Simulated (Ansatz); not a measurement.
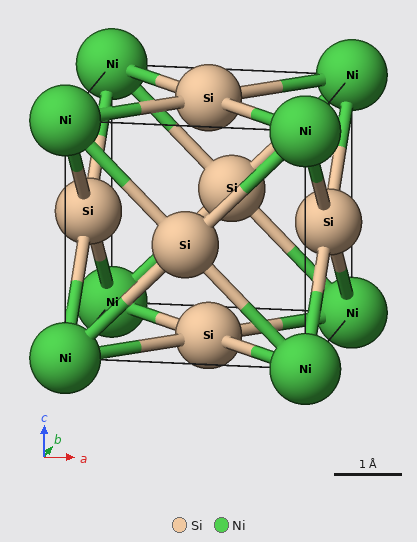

Fig. 1: The structure as given in the input (ball-and-stick view of the cell of the calculation, seen slightly off an axis). An atom can appear more than once, as a periodic image.

# Geometry relaxation, with input and output: NiSi3

NiSi3 (4 atoms in the cell), computed with DFT PBEsol, scalar-relativistic, plane waves, PAW, no spin polarisation (Ansatz 0.2.0).

The structure was built on a prototype by a generator; it need not be a known phase.

### Input file
```yaml
crystal:
  lattice:
    - [3.6826300168, 0.0, 0.0]
    - [0.0, 3.6826300168, 0.0]
    - [0.0, 0.0, 3.6826300168]
  atoms:
    - { symbol: Si, position: [0.0, 0.5, 0.5] }
    - { symbol: Si, position: [0.5, 0.0, 0.5] }
    - { symbol: Si, position: [0.5, 0.5, 0.0] }
    - { symbol: Ni, position: [0.0, 0.0, 0.0] }
basis:
  ecutwfc: 420
kpoints:
  mp_grid: { grid: [12, 12, 12] }
hamiltonian:
  xc: pbesol
scf:
  occupations: { method: gaussian, width: 0.1 }
output:
  forces: true
  stress: true
  eigenvalues: true
relax:
  adjacent_minimum: "off"
  f_tol: 0.01
  max_steps: 80
  cell: { stress_tol: 0.05 }
```

Run as:
```bash
ansatz run input.yaml --threads 1 --pin off --max-ram 2560MiB --backend cpu --events-out ev --progress --plain --runs-dir out
```

### Log
```
Engine: ansatz 0.2.0, aarch64-unknown-linux-gnu
Pseudopotentials: kind: paw
Pseudopotential: Si, paw, valence charge 4, recommended cutoff 420 eV (normal), Si.paw.azcp
Pseudopotential: Ni, paw, valence charge 18, recommended cutoff 420 eV (normal), Ni.paw.azcp
Functional definition: PBEsol
  exchange = pbesol_x
  correlation = pbesol_c
Crystal: 4 atoms, lattice volume = 49.943 Å³
Basis set: ecut = 420 eV, 949 PW (Γ), exchange–correlation on 50×50×50 points (8 copies of the dense FFT grid, shifted against one another)
Bands: 19, of which v1, the nominal top of the filled ones, is band 15 counted from 1 (14 counted from 0)
Symmetry: 48 space group operations
Space group: Pm-3m (ITA 221), of the structure as read, at distance tolerance 3.7e-5 Å
k-points: 84 of 1728
Non-local potential: Si, projectors of the file, l = 0: 2, l = 1: 2, l = 2: 2
Non-local potential: Ni, projectors of the file, l = 0: 3, l = 1: 2, l = 2: 3, l = 3: 1
PAW form: soft (Blöchl's): semilocal exchange-correlation on the pseudo side does not see the compensation charge
PAW frozen core: Si, regenerated for the run's functional, and the local potential with it (the file was generated under x = pbe(κ = 0.804, μ = 0.2195149727645171), c = pbe(β = 0.06672455060314922))
PAW frozen core: Ni, regenerated for the run's functional, and the local potential with it (the file was generated under x = pbe(κ = 0.804, μ = 0.2195149727645171), c = pbe(β = 0.06672455060314922))
PAW one-centre angular grid: Si, 110 points (default); XC on 64 Gauss nodes
PAW one-centre angular grid: Ni, 590 points (default); XC on 64 Gauss nodes
Initial density: superposition of atomic densities (neutral atoms: chi_scale 0, normalization atom), corrected by the library's trained network
Initial wavefunctions: pseudopotential atomic-orbital guess
Functional: x = pbesol(κ = 0.804, μ = 0.12345679012345678), c = pbesol(β = 0.046)
SCF iter   1: F=—  HF=-7668.886499 eV  |F-HF|=—  |Δ(HF+E_count)|=         —  Δρ=1.47e-2  dr2=1.40e-1  ethr=1.77e-3  ⟨swp⟩=5.7  Hψ=8064  notcnv=0
preconditioner: auto → Kerker (q_TF=auto, 2.506 Å⁻¹)  [metal: Δε(μ)=0.010 eV  Ē_g=7.179 eV  σ=0.100 eV  W_gap=0.06  n_scr=18 (ndim 8)  ℏωp=24.6 eV  f_vac=0.000  D(μ)=1.90/eV (n_scr^D=18)]
SCF iter   2: F=—  HF=-7668.875430 eV  |F-HF|=—  |Δ(HF+E_count)|=   1.11e-2  Δρ=5.36e-3  dr2=2.86e-2  ethr=4.66e-4  ⟨swp⟩=1.0  Hψ=2268  notcnv=0
SCF iter   3: F=—  HF=-7668.870789 eV  |F-HF|=—  |Δ(HF+E_count)|=   4.64e-3  Δρ=1.87e-3  dr2=2.83e-3  ethr=9.52e-5  ⟨swp⟩=2.3  Hψ=2426  notcnv=0
SCF iter   4: F=—  HF=-7668.870472 eV  |F-HF|=—  |Δ(HF+E_count)|=   3.18e-4  Δρ=7.36e-4  dr2=1.66e-4  ethr=9.43e-6  ⟨swp⟩=2.0  Hψ=1985  notcnv=0
SCF iter   5: F=—  HF=-7668.870440 eV  |F-HF|=—  |Δ(HF+E_count)|=   3.20e-5  Δρ=5.13e-5  dr2=2.29e-6  ethr=5.53e-7  ⟨swp⟩=2.2  Hψ=2645  notcnv=0
SCF iter   6: F=—  HF=-7668.870405 eV  |F-HF|=—  |Δ(HF+E_count)|=   3.50e-5  Δρ=1.33e-5  dr2=1.03e-7  ethr=7.64e-9  ⟨swp⟩=2.0  Hψ=2597  notcnv=0
SCF iter   7: F=-7668.870405 eV  HF=-7668.870405 eV  |F-HF|=2.58e-9  |Δ(HF+E_count)|=   2.63e-8  Δρ=3.41e-6  dr2=5.10e-9  ethr=3.33e-10  ⟨swp⟩=5.2  Hψ=6554  notcnv=0
SCF 1 converged in 7 iterations: F = -7668.870405 eV  dr2 = 5.10e-9
  greatest PAW one-centre occupation: 1.001 electrons in one spin orbital (limit 2), on the Ni atom at site 3 (counted from 0), in its partial waves of l = 1
relax step   1: F+E_penalty+E_count = -7668.87040468 eV  Δ(F+E_penalty+E_count) = +0.000e0 eV  max|allowed force component| = 3.057e-30 eV/Å  Δτ_max = 0.0000 Å  P = +1.867 GPa  Ω = 49.943 Å³  (7 SCF iters, dr2 threshold 1.00e-7 eV, accepted)
Crystal: 4 atoms, lattice volume = 50.363 Å³
Basis set: ecut = 420 eV, 1021 PW (Γ), exchange–correlation on 50×50×50 points (8 copies of the dense FFT grid, shifted against one another)
Initial density: handed on by an earlier stage of this run
Initial wavefunctions: those handed on with the density
iter 1 solved again at ethr=1.07e-6 eV; its pass at ethr=3.10e-3 eV (dr2=3.21e-4 eV) is discarded
SCF iter   1: F=—  HF=-7668.873855 eV  |F-HF|=—  |Δ(HF+E_count)|=         —  Δρ=1.01e-3  dr2=3.37e-4  ethr=1.07e-6  ⟨swp⟩=2.0  Hψ=9250  notcnv=0
preconditioner: auto → Kerker (q_TF=auto, 2.503 Å⁻¹)  [metal: Δε(μ)=0.015 eV  Ē_g=7.078 eV  σ=0.100 eV  W_gap=0.09  n_scr=18 (ndim 8)  ℏωp=24.5 eV  f_vac=0.000  D(μ)=2.01/eV (n_scr^D=18)]
SCF iter   2: F=—  HF=-7668.873767 eV  |F-HF|=—  |Δ(HF+E_count)|=   8.88e-5  Δρ=3.30e-4  dr2=4.11e-5  ethr=1.07e-6  ⟨swp⟩=1.0  Hψ=1596  notcnv=0
SCF iter   3: F=—  HF=-7668.873754 eV  |F-HF|=—  |Δ(HF+E_count)|=   1.22e-5  Δρ=1.03e-4  dr2=4.45e-6  ethr=1.37e-7  ⟨swp⟩=1.0  Hψ=1596  notcnv=0
SCF iter   4: F=—  HF=-7668.873753 eV  |F-HF|=—  |Δ(HF+E_count)|=   1.39e-6  Δρ=4.28e-5  dr2=7.67e-7  ethr=1.48e-8  ⟨swp⟩=2.3  Hψ=2503  notcnv=0
iter 5 did not close the SCF: its close was put off for the readings that it lacked (scf_convergence_deferred on its scf_iter line)
SCF iter   5: F=-7668.873753 eV  HF=-7668.873753 eV  |F-HF|=5.21e-9  |Δ(HF+E_count)|=   1.08e-7  Δρ=2.60e-6  dr2=3.18e-9  ethr=2.56e-9  ⟨swp⟩=1.0  Hψ=1596  notcnv=0
SCF iter   6: F=-7668.873753 eV  HF=-7668.873753 eV  |F-HF|=1.19e-10  |Δ(HF+E_count)|=   1.78e-9  Δρ=7.63e-7  dr2=2.33e-10  ethr=1.06e-11  ⟨swp⟩=1.6  Hψ=4843  notcnv=0
SCF 2 converged in 6 iterations: F = -7668.873753 eV  dr2 = 2.33e-10
relax step   2: F+E_penalty+E_count = -7668.87375297 eV  Δ(F+E_penalty+E_count) = -3.348e-3 eV  max|allowed force component| = 3.575e-31 eV/Å  Δτ_max = 0.0000 Å  P = +0.778 GPa  Ω = 50.363 Å³  energy of the carried Pulay correction = -1.083e-4 eV  (6 SCF iters, dr2 threshold 4.00e-7 eV, accepted)
Crystal: 4 atoms, lattice volume = 50.667 Å³
iter 1 solved again at ethr=5.44e-7 eV; its pass at ethr=3.10e-3 eV (dr2=1.63e-4 eV) is discarded
SCF iter   1: F=—  HF=-7668.874506 eV  |F-HF|=—  |Δ(HF+E_count)|=         —  Δρ=7.04e-4  dr2=1.61e-4  ethr=5.44e-7  ⟨swp⟩=2.0  Hψ=9174  notcnv=0
preconditioner: auto → Kerker (q_TF=auto, 2.500 Å⁻¹)  [metal: Δε(μ)=0.004 eV  Ē_g=7.040 eV  σ=0.100 eV  W_gap=0.02  n_scr=18 (ndim 8)  ℏωp=24.5 eV  f_vac=0.000  D(μ)=2.01/eV (n_scr^D=18)]
SCF iter   2: F=—  HF=-7668.874434 eV  |F-HF|=—  |Δ(HF+E_count)|=   7.24e-5  Δρ=2.34e-4  dr2=2.05e-5  ethr=5.37e-7  ⟨swp⟩=1.0  Hψ=1596  notcnv=0
SCF iter   3: F=—  HF=-7668.874427 eV  |F-HF|=—  |Δ(HF+E_count)|=   6.14e-6  Δρ=6.98e-5  dr2=2.09e-6  ethr=6.84e-8  ⟨swp⟩=1.0  Hψ=1596  notcnv=0
iter 4 did not close the SCF: its close was put off for the readings that it lacked (scf_convergence_deferred on its scf_iter line)
SCF iter   4: F=-7668.874426 eV  HF=-7668.874427 eV  |F-HF|=3.28e-7  |Δ(HF+E_count)|=   6.59e-7  Δρ=3.05e-5  dr2=3.91e-7  ethr=6.97e-9  ⟨swp⟩=2.2  Hψ=2507  notcnv=0
iter 5 did not close the SCF: its close was put off for the readings that it lacked (scf_convergence_deferred on its scf_iter line)
SCF iter   5: F=-7668.874427 eV  HF=-7668.874427 eV  |F-HF|=1.99e-9  |Δ(HF+E_count)|=   5.24e-8  Δρ=1.78e-6  dr2=1.45e-9  ethr=1.30e-9  ⟨swp⟩=1.0  Hψ=1596  notcnv=0
SCF iter   6: F=-7668.874427 eV  HF=-7668.874427 eV  |F-HF|=6.28e-11  |Δ(HF+E_count)|=  4.63e-10  Δρ=5.76e-7  dr2=1.35e-10  ethr=4.84e-12  ⟨swp⟩=1.2  Hψ=4818  notcnv=0
SCF 3 converged in 6 iterations: F = -7668.874427 eV  dr2 = 1.35e-10
relax step   3: F+E_penalty+E_count = -7668.87442675 eV  Δ(F+E_penalty+E_count) = -6.738e-4 eV  max|allowed force component| = 3.369e-31 eV/Å  Δτ_max = 0.0000 Å  P = +0.018 GPa  Ω = 50.667 Å³  energy of the carried Pulay correction = -1.862e-4 eV  (6 SCF iters, dr2 threshold 4.00e-7 eV, accepted)
Initial wavefunctions: pseudopotential atomic-orbital guess (no wavefunctions were taken with the density)
iter 1 solved again at ethr=5.59e-7 eV; its pass at ethr=3.10e-3 eV (dr2=1.68e-4 eV) is discarded
SCF iter   1: F=—  HF=-7668.874660 eV  |F-HF|=—  |Δ(HF+E_count)|=         —  Δρ=2.03e-4  dr2=4.42e-7  ethr=5.59e-7  ⟨swp⟩=2.8  Hψ=11712  notcnv=0
preconditioner: auto → Kerker (q_TF=auto, 2.500 Å⁻¹)  [metal: Δε(μ)=0.013 eV  Ē_g=7.042 eV  σ=0.100 eV  W_gap=0.07  n_scr=18 (ndim 8)  ℏωp=24.5 eV  f_vac=0.000  D(μ)=2.01/eV (n_scr^D=18)]
SCF iter   2: F=—  HF=-7668.874616 eV  |F-HF|=—  |Δ(HF+E_count)|=   4.36e-5  Δρ=1.03e-4  dr2=1.16e-7  ethr=1.47e-9  ⟨swp⟩=2.2  Hψ=2738  notcnv=0
SCF iter   3: F=—  HF=-7668.874615 eV  |F-HF|=—  |Δ(HF+E_count)|=   1.14e-6  Δρ=5.33e-6  dr2=4.50e-9  ethr=3.87e-10  ⟨swp⟩=1.0  Hψ=1596  notcnv=0
SCF iter   4: F=—  HF=-7668.874615 eV  |F-HF|=—  |Δ(HF+E_count)|=   1.87e-9  Δρ=6.52e-7  dr2=1.50e-10  ethr=1.50e-11  ⟨swp⟩=2.2  Hψ=2101  notcnv=0
SCF iter   5: F=—  HF=-7668.874615 eV  |F-HF|=—  |Δ(HF+E_count)|=  9.09e-12  Δρ=3.51e-7  dr2=4.78e-11  ethr=1.00e-12  ⟨swp⟩=1.1  Hψ=1603  notcnv=0
SCF iter   6: F=-7668.874615 eV  HF=-7668.874615 eV  |F-HF|=9.09e-13  |Δ(HF+E_count)|=  4.55e-12  Δρ=3.14e-8  dr2=4.50e-13  ethr=1.00e-12  ⟨swp⟩=3.9  Hψ=4886  notcnv=0
SCF 4 converged in 6 iterations: F = -7668.874615 eV  dr2 = 4.50e-13
relax step   4: F+E_penalty+E_count = -7668.87461501 eV  Δ(F+E_penalty+E_count) = -1.883e-4 eV  max|allowed force component| = 4.520e-31 eV/Å  Δτ_max = 0.0000 Å  P = +0.023 GPa  Ω = 50.667 Å³  stress off target by 2.30e-2 GPa  SCF on the basis re-selected at this cell (its energy is not comparable with the rows above)  (6 SCF iters)
```

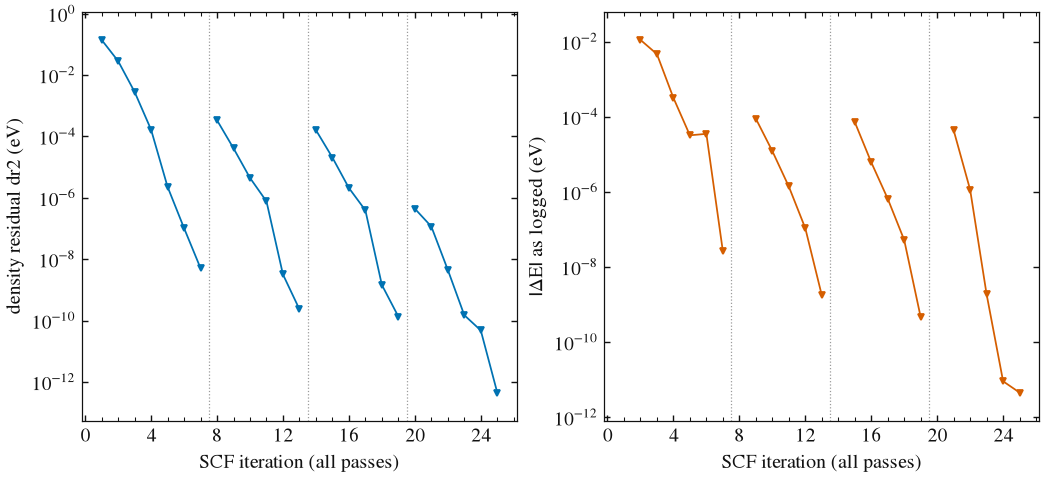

Fig. 2: Convergence of the self-consistent field: density residual dr2 and size of the energy change against the SCF iteration. The dotted lines part the SCF passes of the relaxation: geometry steps, rejected trials and re-solves on a re-selected basis. The passes take 7, 6, 6 and 6 iterations.

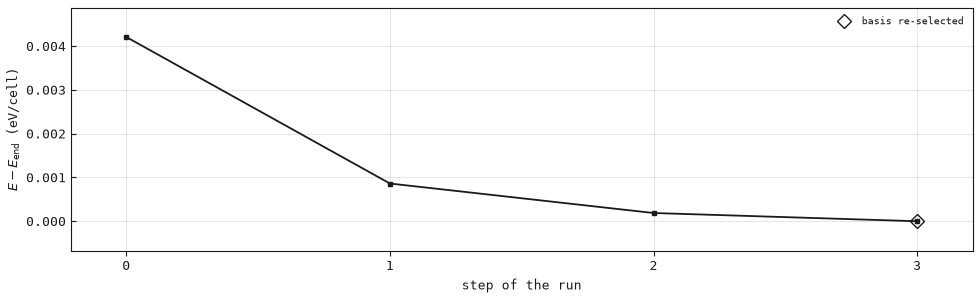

Fig. 3: Progress of the relaxation, step by step (the first geometry is step 0 here and step 1 in the log). Over 2 geometry steps the energy falls by 4.0 meV per cell of the calculation. All forces vanish by symmetry, so only the cell relaxes. The pressure goes from 1.87 to 0.02 GPa. The atoms keep their places relative to the cell (all moves are under 0.005 Å). A last SCF at the same geometry on a re-selected plane-wave basis shifts the energy by −0.2 meV per cell of the calculation.

```
basis re-selected at this cell: Δ(F+E_penalty+E_count) = -1.883e-4 eV, ΔP = +0.005 GPa vs the last step (what re-selecting the basis moved, of the pressure what is left beyond the Pulay correction that the steps carried, after the strain that the cell walked since its last selection, with what the two solves' SCF thresholds leave and, on support functions, any second-order correction that the steps lacked; it is no measure of the basis error at this ecutwfc). This SCF's stress stands 2.30e-2 GPa from its target on what of the cell is left free (relax.cell.stress_tol is 5.00e-2 GPa) and its largest allowed force component is 4.52e-31 eV/Å (relax.f_tol is 1.00e-2 eV/Å): within both
SCF converged after 6 iterations
Free energy (F): -7668.874615 eV
Harris-Foulkes:  -7668.874615 eV  (|F-HF|=9.09e-13)
Internal energy: -7668.864542 eV  (E = F + TS)
E sigma→0 (E₀):  -7668.869579 eV
Entropy (-TS):   -0.010073 eV (-2.518 meV/atom)
Fermi energy:    13.384958 eV
--- Per-component energies (eV) ---
  E_band       = -287.086432
  E_kinetic    = 412.873978
  E_local      = -4974.515438  (includes V_loc(G=0)·N_el)
  E_nonlocal   = 716.837829
  E_hartree    = 2175.265391
  E_xc         = -253.341783
  E_vxc        = -256.015029  (∫ρ·V_xc dr)
  E_paw        = -3094.178917  (= ΣΔE_a)
  E_vpaw       = -536.799149  (= ΣTr[D̂ρ^β])
  E_aug_tail   = 0.000584  (compensation charges beyond the density's cutoff)
  E_ewald      = -2652.098155
  E_core_change = 0.291971  (= ΣΔE_core)
  E_smearing   = -0.010073  (= −TS)
  E_closure    = 0.000000  (closes the sum)
  Σ components = -7668.874615   (vs F -7668.874615, Δ=0.00e0)
--- Forces (eV/Å), atoms counted from 1 ---
  atom   1  Si    -0.00000000    -0.00000000     0.00000000
  atom   2  Si     0.00000000    -0.00000000     0.00000000
  atom   3  Si    -0.00000000     0.00000000     0.00000000
  atom   4  Ni     0.00000000    -0.00000000     0.00000000
  max |Σ_I F_I| component: 4.77e-31 eV/Å
--- Stress (GPa, compression-positive) ---
        0.022995       0.000000       0.000000
        0.000000       0.022995       0.000000
        0.000000       0.000000       0.022995
  P = ⅓ Tr σ = 0.0230 GPa (0.230 kbar)
--- Band table (eV; the first three rows and the last of 84) ---
  k-point 0: bands = ["-89.7089", "-50.2728", "-50.2728", "-50.2728", "-1.1762", "8.1948", "8.1948", "8.6070", "8.6070", "8.6070", "11.0096", "11.0096", "11.0096", "12.2222", "13.1982", "13.1982", "17.3783", "17.3783", "17.3783"]
  k-point 1: bands = ["-89.7089", "-50.2728", "-50.2728", "-50.2728", "-1.1038", "7.2162", "8.2519", "8.6365", "8.6365", "9.2925", "11.0164", "11.0258", "11.0258", "12.5046", "13.1357", "13.4080", "17.0812", "17.0812", "17.1350"]
  k-point 2: bands = ["-89.7089", "-50.2730", "-50.2728", "-50.2728", "-0.8876", "5.9608", "8.4199", "8.7177", "8.7177", "9.8595", "11.0352", "11.0840", "11.0840", "12.7781", "12.9392", "14.4114", "16.2208", "16.2208", "16.6046"]
  k-point 83: bands = ["-89.7088", "-50.2735", "-50.2735", "-50.2735", "5.3471", "5.3471", "5.3471", "5.5917", "7.2926", "7.2926", "7.2926", "11.0588", "11.4858", "11.4858", "12.3247", "12.3247", "12.3247", "23.2656", "23.2656"]
--- Relaxed structure (3 steps of the walk, 3 accepted, 1 SCFs on fresh bases) ---
  F+E_penalty+E_count = -7668.87461501 eV   max|allowed force component| = 4.520e-31 eV/Å   (the final SCF, on the basis selected at the relaxed cell)
  cell:  # Å, volume = 50.6674 Å³
    - [3.700349396582937, 3.3703774026776627e-34, -4.81482486096809e-35]
    - [3.3703774026776627e-34, 3.700349396582937, 1.6049416203226965e-35]
    - [8.024708101613482e-35, 1.6049416203226965e-35, 3.700349396582937]
  atoms:
    - { symbol: Si, position: [1.542798489844576e-38, 0.5, 0.5] }
    - { symbol: Si, position: [0.5, -1.4629985669660806e-39, 0.5] }
    - { symbol: Si, position: [0.5, 0.5, -1.5959984371092256e-39] }
    - { symbol: Ni, position: [1.5427984907363854e-38, -4.122995965168076e-39, -1.595998438099111e-39] }
```

### Trajectory as extended XYZ (Å, eV, eV/Å), 4 frames, from step=1 to step=4
```
4
Lattice="3.6826 0.0000 0.0000 0.0000 3.6826 0.0000 0.0000 0.0000 3.6826" Properties=species:S:1:pos:R:3:forces:R:3 step=1 energy=-7668.87040 pressure_GPa=1.87
Si    0.0000    1.8413    1.8413    0.0000   0.0000   0.0000
Si    1.8413    0.0000    1.8413    0.0000   0.0000   0.0000
Si    1.8413    1.8413    0.0000    0.0000   0.0000   0.0000
Ni    0.0000    0.0000    0.0000    0.0000   0.0000   0.0000
4
Lattice="3.6929 0.0000 0.0000 0.0000 3.6929 0.0000 0.0000 0.0000 3.6929" Properties=species:S:1:pos:R:3:forces:R:3 step=2 energy=-7668.87375 pressure_GPa=0.78
Si    0.0000    1.8465    1.8465    0.0000   0.0000   0.0000
Si    1.8465    0.0000    1.8465    0.0000   0.0000   0.0000
Si    1.8465    1.8465    0.0000    0.0000   0.0000   0.0000
Ni    0.0000    0.0000    0.0000    0.0000   0.0000   0.0000
4
Lattice="3.7003 0.0000 0.0000 0.0000 3.7003 0.0000 0.0000 0.0000 3.7003" Properties=species:S:1:pos:R:3:forces:R:3 step=3 energy=-7668.87443 pressure_GPa=0.02
Si    0.0000    1.8502    1.8502    0.0000   0.0000   0.0000
Si    1.8502    0.0000    1.8502    0.0000   0.0000   0.0000
Si    1.8502    1.8502    0.0000    0.0000   0.0000   0.0000
Ni    0.0000    0.0000    0.0000    0.0000   0.0000   0.0000
4
Lattice="3.7003 0.0000 0.0000 0.0000 3.7003 0.0000 0.0000 0.0000 3.7003" Properties=species:S:1:pos:R:3:forces:R:3 step=4 energy=-7668.87461 pressure_GPa=0.02
Si    0.0000    1.8502    1.8502    0.0000   0.0000   0.0000
Si    1.8502    0.0000    1.8502    0.0000   0.0000   0.0000
Si    1.8502    1.8502    0.0000    0.0000   0.0000   0.0000
Ni    0.0000    0.0000    0.0000    0.0000   0.0000   0.0000
```

### Results in brief

- outcome: converged
- space group (tolerance 0.01 Å): Pm-3m (221)
- electrons treated: 30
- free energy: −7668.8746 eV
- Fermi energy: 13.385 eV
- gap on the k-point mesh: none (metallic)
- pressure: 0.02 GPa
- final volume: 50.67 Å³
- largest force (length of the vector) at the end: under 0.001 eV/Å
- final cell: a = 3.700 Å, b = 3.700 Å, c = 3.700 Å, α = 90.00°, β = 90.00°, γ = 90.00°
- hardware: 1 thread of Arm Neoverse V1, 24 GiB of memory available, shared host
- wall time: 22 s
- peak memory: 0.36 GiB

### Notes

The run has no spin polarisation, so a magnetic state may lie lower.
